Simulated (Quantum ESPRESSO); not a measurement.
## Band-structure run, with input and output: Tl (part 2 of 2)

Tl (P6₃/mmc, 2 atoms in the cell); Kohn-Sham DFT of a periodic cell, PBEsol, GBRV 1.5 PBEsol, no spin polarisation (Quantum ESPRESSO 7.5); cutoff 612.26 eV, 9×9×5 k-mesh, fermi-dirac of 0.05 eV. The structure derives from an entry of the Crystallography Open Database.

Geometry of the input (Å; fractional positions):
```
3.4560  0.0000  0.0000
-1.7280  2.9930  0.0000
0.0000  0.0000  5.5250
Tl 0.6667  0.3333  0.7500
Tl 0.3333  0.6667  0.2500
```

**The program's output, continued**
```
    -1.1842  -0.9485  -0.9311  -0.9311  -0.8770  -0.8770  -0.8117  -0.8117
    -0.4714  -0.4714   0.4925   5.4497   7.6913  18.5333  18.5333  20.6155
    20.6155  20.8427  21.3829  21.4779

          k = 0.0000 0.0000 0.1532 (  1948 PWs)   bands (ev):

    -1.1558  -0.9613  -0.9613  -0.9580  -0.8992  -0.8992  -0.7437  -0.7437
    -0.4865  -0.4865   0.7139   4.1563   9.4199  18.7076  18.7076  19.0935
    20.4071  20.4071  20.8784  21.3223

          k = 0.0000 0.0000 0.3065 (  1924 PWs)   bands (ev):

    -1.0840  -1.0046  -0.9734  -0.9734  -0.9445  -0.9445  -0.6324  -0.6324
    -0.5393  -0.5393   1.4051   2.5758  12.2983  15.5959  19.1928  19.1928
    19.8492  19.8492  20.9830  21.1610

          k = 0.0000 0.1572 0.0000 (  1946 PWs)   bands (ev):

    -1.1470  -0.9898  -0.8890  -0.8786  -0.8669  -0.8427  -0.8354  -0.8281
    -0.5214  -0.4617   0.7284   5.5969   7.9954  16.2728  17.5834  19.0695
    21.0473  21.2016  21.2101  22.3493

          k = 0.0000 0.1572 0.1532 (  1939 PWs)   bands (ev):

    -1.1230  -0.9820  -0.9435  -0.9222  -0.9058  -0.8508  -0.7522  -0.7514
    -0.5366  -0.4799   0.9538   4.3652   9.6497  16.4817  17.8040  18.5258
    19.4245  20.4839  20.5232  21.7044

          k = 0.0000 0.1572 0.3065 (  1954 PWs)   bands (ev):

    -1.0651  -1.0038  -0.9673  -0.9442  -0.9314  -0.8981  -0.6609  -0.6366
    -0.5849  -0.5389   1.6486   2.8121  12.4570  15.6369  17.1019  18.0645
    18.4418  19.4107  20.3864  20.8909

          k = 0.0000 0.3143 0.0000 (  1956 PWs)   bands (ev):

    -1.1595  -0.9813  -0.9338  -0.8906  -0.8898  -0.7581  -0.7438  -0.7003
    -0.6247  -0.4430   1.4551   6.0461   8.8549  13.1009  16.1923  16.7253
    19.1356  19.7597  20.4881  21.8327

          k = 0.0000 0.3143 0.1532 (  1950 PWs)   bands (ev):

    -1.1435  -1.0036  -0.9678  -0.8872  -0.8803  -0.7245  -0.7239  -0.7078
    -0.6145  -0.4670   1.6818   4.9786  10.2541  13.4062  15.8484  16.4528
    18.9671  19.7002  19.8066  21.1806

          k = 0.0000 0.3143 0.3065 (  1962 PWs)   bands (ev):

    -1.1083  -1.0461  -0.9781  -0.9200  -0.8433  -0.7826  -0.6607  -0.6245
    -0.6187  -0.5337   2.3718   3.5076  12.5268  14.3428  14.4900  16.7587
    17.2056  18.3596  19.6614  20.2821

          k = 0.0000 0.4715 0.0000 (  1978 PWs)   bands (ev):

    -1.2404  -1.0545  -1.0249  -0.9451  -0.8079  -0.7093  -0.6185  -0.5878
    -0.5459  -0.4280   2.6670   6.6779  10.1385  10.4150  13.9524  15.0953
    16.7438  19.0593  19.4773  20.8929

          k = 0.0000 0.4715 0.1532 (  1961 PWs)   bands (ev):

    -1.2183  -1.1173  -1.0075  -0.9061  -0.8442  -0.7291  -0.5871  -0.5659
    -0.5334  -0.4532   2.8889   5.9216   9.9094  12.0215  13.0198  15.3760
    17.5980  18.7333  19.2272  20.2819

          k = 0.0000 0.4715 0.3065 (  1972 PWs)   bands (ev):

    -1.1772  -1.0938  -1.0860  -0.9808  -0.8029  -0.6754  -0.5929  -0.5428
    -0.5114  -0.5006   3.5556   4.6287  10.5103  11.6199  14.5305  16.1787
    17.1219  17.3845  19.1999  19.8061

          k = 0.0000 0.6286 0.0000 (  1968 PWs)   bands (ev):

    -1.2962  -1.1375  -1.0681  -0.9786  -0.7523  -0.7512  -0.5199  -0.4851
    -0.4386  -0.4206   4.2385   6.3218   9.5994  11.5532  11.6131  14.4978
    14.7685  18.7753  18.8582  20.4115

          k = 0.0000 0.6286 0.1532 (  1966 PWs)   bands (ev):

    -1.2664  -1.2007  -1.0376  -0.9312  -0.8898  -0.6789  -0.5098  -0.4578
    -0.4475  -0.4318   4.4447   6.3501   8.6402  10.6711  13.1071  14.7871
    15.8841  18.1548  18.9003  19.8908

          k = 0.0000 0.6286 0.3065 (  1971 PWs)   bands (ev):

    -1.2116  -1.1748  -1.1071  -1.0668  -0.8037  -0.6399  -0.5255  -0.4558
    -0.4436  -0.4279   5.0466   5.9003   8.3673   9.2964  15.5049  15.6092
    16.8270  17.1027  19.1003  19.3815

          k = 0.1361 0.2357 0.0000 (  1945 PWs)   bands (ev):

    -1.1027  -1.0335  -0.8977  -0.8814  -0.8692  -0.8223  -0.7594  -0.7580
    -0.5927  -0.4513   1.2124   5.8966   8.5772  14.4162  15.2695  18.6791
    19.6432  20.0086  21.1200  22.1909

          k = 0.1361 0.2357 0.1532 (  1956 PWs)   bands (ev):

    -1.0919  -1.0146  -0.9598  -0.8939  -0.8741  -0.8078  -0.7458  -0.7053
    -0.5890  -0.4795   1.4393   4.7764  10.0775  14.6679  15.4283  17.5015
    18.7360  19.6411  20.9519  21.6841

          k = 0.1361 0.2357 0.3065 (  1965 PWs)   bands (ev):

    -1.0645  -1.0319  -0.9601  -0.9270  -0.8571  -0.8422  -0.6940  -0.6548
    -0.5798  -0.5438   2.1321   3.2777  12.6526  15.0963  15.4182  16.2815
    17.4222  17.5403  21.1403  21.4900

          k = 0.1361 0.3929 0.0000 (  1961 PWs)   bands (ev):

    -1.1457  -1.0121  -1.0093  -0.9277  -0.8458  -0.7194  -0.6782  -0.6574
    -0.5871  -0.4408   2.1864   6.4693   9.6529  11.7554  13.6401  16.1409
    17.9007  18.3939  20.1872  20.8246

          k = 0.1361 0.3929 0.1532 (  1974 PWs)   bands (ev):

    -1.1352  -1.0498  -0.9882  -0.9180  -0.8553  -0.7410  -0.6977  -0.6202
    -0.5388  -0.4789   2.4107   5.5644  10.5606  12.3544  13.6603  15.2425
    17.3522  18.8548  20.7959  21.2083

          k = 0.1361 0.3929 0.3065 (  1966 PWs)   bands (ev):

    -1.1193  -1.0704  -1.0005  -0.9175  -0.8158  -0.7481  -0.7258  -0.6137
    -0.5194  -0.4932   3.0877   4.1881  11.7496  12.9004  14.2241  15.2177
    16.0742  17.4245  21.0846  21.6570

          k = 0.1361 0.5501 0.0000 (  1969 PWs)   bands (ev):

    -1.2168  -1.1200  -1.0132  -0.9572  -0.7781  -0.7441  -0.6219  -0.5350
    -0.4660  -0.4339   3.5936   6.8166   9.8243  11.0604  12.3509  13.9798
    15.7125  17.5984  19.5029  20.4226

          k = 0.1361 0.5501 0.1532 (  1971 PWs)   bands (ev):

    -1.1966  -1.1468  -0.9865  -0.9596  -0.8602  -0.7125  -0.5604  -0.5502
    -0.4781  -0.4395   3.8106   6.4479   9.2089  11.7273  12.5149  13.9477
    16.4531  17.1049  20.3861  20.5732

          k = 0.1361 0.5501 0.3065 (  1972 PWs)   bands (ev):

    -1.1725  -1.1060  -1.0753  -0.9922  -0.8267  -0.6671  -0.6146  -0.5482
    -0.4720  -0.4230   4.4520   5.4421   9.4675  10.4693  13.9382  15.0226
    15.7642  17.7647  20.5952  21.0705

          k = 0.1361 0.7072 0.0000 (  1963 PWs)   bands (ev):

    -1.2448  -1.1626  -1.0260  -0.9664  -0.7696  -0.7422  -0.5842  -0.4508
    -0.4503  -0.4316   4.9027   5.9639   9.8803  11.2624  12.1023  13.3032
    14.4017  17.3135  19.2814  20.2828

          k = 0.1361 0.7072 0.1532 (  1962 PWs)   bands (ev):

    -1.2152  -1.1942  -0.9938  -0.9570  -0.9007  -0.6684  -0.5382  -0.4890
    -0.4538  -0.4245   5.0889   6.1200   8.9482  10.3252  12.8283  14.2528
    15.4557  16.4778  20.1881  20.4078

          k = 0.1361 0.7072 0.3065 (  1969 PWs)   bands (ev):

    -1.1884  -1.1399  -1.0779  -1.0426  -0.8367  -0.6589  -0.5305  -0.4935
    -0.4572  -0.4196   5.6156   6.1890   8.2526   8.9709  13.7143  14.8522
    16.4597  17.4335  20.5327  20.7017

          k = 0.2722 0.4715 0.0000 (  1971 PWs)   bands (ev):

    -1.1134  -1.0596  -1.0508  -0.9427  -0.7650  -0.7391  -0.6733  -0.6540
    -0.4626  -0.4471   3.3622   6.9296  10.8774  10.9265  11.2339  14.8839
    15.9657  16.4823  18.5314  23.2163

          k = 0.2722 0.4715 0.1532 (  1981 PWs)   bands (ev):

    -1.1209  -1.0534  -0.9972  -0.9899  -0.8078  -0.7452  -0.6724  -0.5823
    -0.5074  -0.4369   3.5821   6.3791  10.1541  11.3748  12.7538  13.6998
    15.1487  17.8566  19.7019  22.8399

          k = 0.2722 0.4715 0.3065 (  1967 PWs)   bands (ev):

    -1.1216  -1.1002  -0.9667  -0.8939  -0.8446  -0.7385  -0.7179  -0.6557
    -0.4654  -0.4183   4.2334   5.2508  10.5132  11.2860  12.9527  13.6008
    15.5749  17.9517  21.8066  22.1260

          k = 0.2722 0.6286 0.0000 (  1978 PWs)   bands (ev):

    -1.1806  -1.0895  -0.9605  -0.9291  -0.7970  -0.7288  -0.6983  -0.5459
    -0.4519  -0.4457   4.8188   6.5536   9.8115  11.3188  12.3144  12.8859
    14.8086  15.0586  17.8181  23.1988

          k = 0.2722 0.6286 0.1532 (  1971 PWs)   bands (ev):

    -1.1532  -1.0778  -1.0109  -0.9218  -0.8484  -0.6991  -0.6389  -0.5405
    -0.5184  -0.4292   5.0213   6.5767   9.4508  10.6376  11.7936  13.7899
    14.4305  16.3416  18.9561  23.3247

          k = 0.2722 0.6286 0.3065 (  1965 PWs)   bands (ev):

    -1.1348  -1.0992  -0.9584  -0.9351  -0.8614  -0.6987  -0.6530  -0.6207
    -0.4718  -0.4227   5.5878   6.2903   9.1398   9.8436  11.7262  12.7045
    16.6643  18.0047  20.8572  22.0206

          k = 0.4083 0.7072 0.0000 (  1971 PWs)   bands (ev):

    -1.2045  -0.9507  -0.9507  -0.8670  -0.8670  -0.8173  -0.6648  -0.5110
    -0.5110  -0.4608   5.9480   5.9480   9.2268  12.3260  12.3260  13.3449
    13.6855  13.6855  17.1022  26.2377

          k = 0.4083 0.7072 0.1532 (  1956 PWs)   bands (ev):

    -1.1432  -1.0272  -1.0272  -0.8068  -0.8065  -0.8065  -0.6774  -0.5372
    -0.4935  -0.4935   6.1007   6.1007   9.4915  10.9814  10.9814  12.6048
    15.4387  15.4387  18.1219  25.5567

          k = 0.4083 0.7072 0.3065 (  1980 PWs)   bands (ev):

    -1.0967  -1.0967  -0.9786  -0.8054  -0.7636  -0.7636  -0.7081  -0.7001
    -0.4648  -0.4648   6.4113   6.4113   9.8093   9.8093  10.2377  11.3449
    17.6961  17.6961  20.2347  22.8128

     the Fermi energy is    10.5261 ev

!    total energy              =    -289.42326500 Ry
     estimated scf accuracy    <          4.3E-11 Ry
     smearing contrib. (-TS)   =      -0.00106469 Ry
     internal energy E=F+TS    =    -289.42220031 Ry

     The total energy is F=E-TS. E is the sum of the following terms:
     one-electron contribution =     -38.64814574 Ry
     hartree contribution      =      41.76814982 Ry
     xc contribution           =    -123.58277370 Ry
     ewald contribution        =    -168.95943070 Ry

     convergence has been achieved in   9 iterations

     negative rho (up, down):  9.890E-02 0.000E+00

     Forces acting on atoms (cartesian axes, Ry/au):

     atom    1 type  1   force =     0.00000000    0.00000000    0.00000000
     atom    2 type  1   force =    -0.00000000   -0.00000000    0.00000000

     Total force =     0.000000     Total SCF correction =     0.000000

     Computing stress (Cartesian axis) and pressure

     negative rho (up, down):  9.890E-02 0.000E+00
          total   stress  (Ry/bohr**3)                   (kbar)     P=       -0.52
  -0.00003219  -0.00000000   0.00000000           -4.74       -0.00        0.00
  -0.00000000  -0.00003219  -0.00000000           -0.00       -4.74       -0.00
   0.00000000  -0.00000000   0.00005371            0.00       -0.00        7.90

=------------------------------------------------------------------------------=
   JOB DONE.
=------------------------------------------------------------------------------=
```

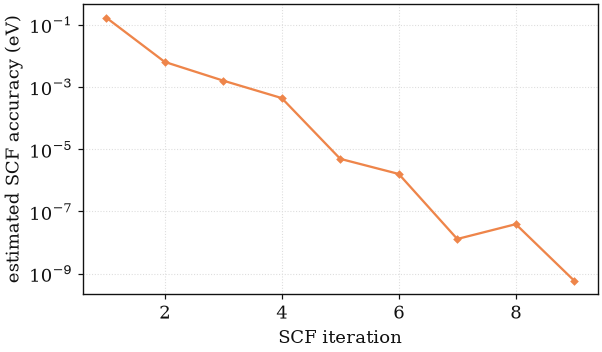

**Figure 1.** Convergence of the self-consistent field: estimated SCF accuracy against the iteration. The field takes 9 iterations in all.

**Summary**

| quantity | value |
| --- | --- |
| outcome | converged |
| space group (tolerance 0.01 Å) | P6₃/mmc (194) |
| electrons treated | 26 |
| free energy | −3937.8041 eV |
| Fermi energy | 10.526 eV |
| gap on the k-point mesh | none (metallic) |
| pressure | −0.05 GPa |
| largest force (length of the vector) | under 0.001 eV/Å |
| wall time | 24 s (CPU time 47 s) |
| peak memory | 0.28 GiB |

**Notes**

Notes on the run: negative rho. Spin–orbit coupling is left out, which matters for Tl.
